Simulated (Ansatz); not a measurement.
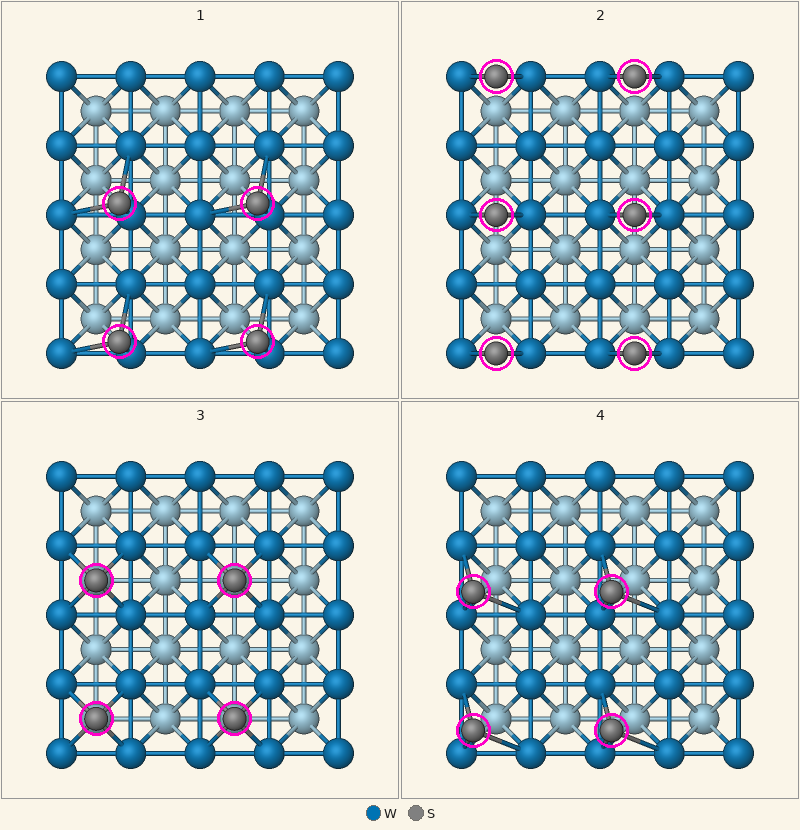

S on a W(100) slab cut from the Fm-3m phase, its upper half relaxed before the scan (12 atoms of substrate and one adsorbate in a 2 × 2 cell). S is moved over the surface cell; relaxed at each place: the height of the adsorbate's atoms; substrate rigid; the origin of the map has the adsorbate above W9. Places are given modulo a cell vector. The map is drawn in real space over the plane of the surface. Grid: 6 × 6 points; 10 points were computed and 26 follow by symmetry. Places are given in fractions of the 1 × 1 surface cell. Energies: eV, counted from the lowest grid point. All numbers below come from DFT PBE, scalar-relativistic, plane waves, PAW in Ansatz 0.2.0. Settings: cutoff 420 eV, k-mesh 5×5×1, gaussian smearing 0.1 eV, no spin polarisation.

The numbered pictures are structures from this grid. Rings mark the moved atoms.

### Which is the most stable, and how do the others follow?

3, at a fourfold hollow over a second-layer W atom, (3/6, 3/6) of the cell vectors: 0.00 eV; 2, at a bridge site between two W atoms, (3/6, 0/6) of the cell vectors: 0.97 eV; 4, at (1/6, 2/6) of the cell vectors [nearest 1 W at 2.22 Å]: 1.24 eV; 1, at (5/6, 1/6) of the cell vectors [nearest 1 W at 2.20 Å]: 1.70 eV.

The map, with the structures marked:

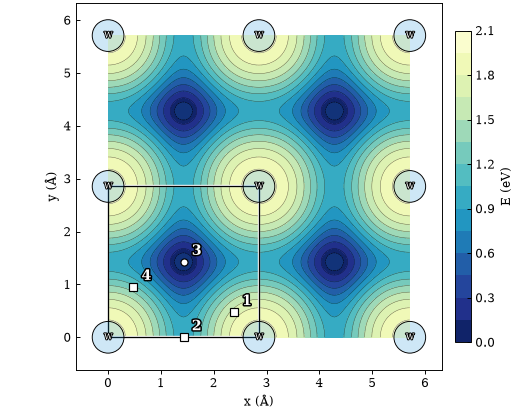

Drawn: filled contours, labelled circles for the atoms of the top layer and small ones for the second layer, the outline of one cell of the 2 × 2 shown. Between grid points the surface is interpolated.

PAW datasets: the set soft_1.
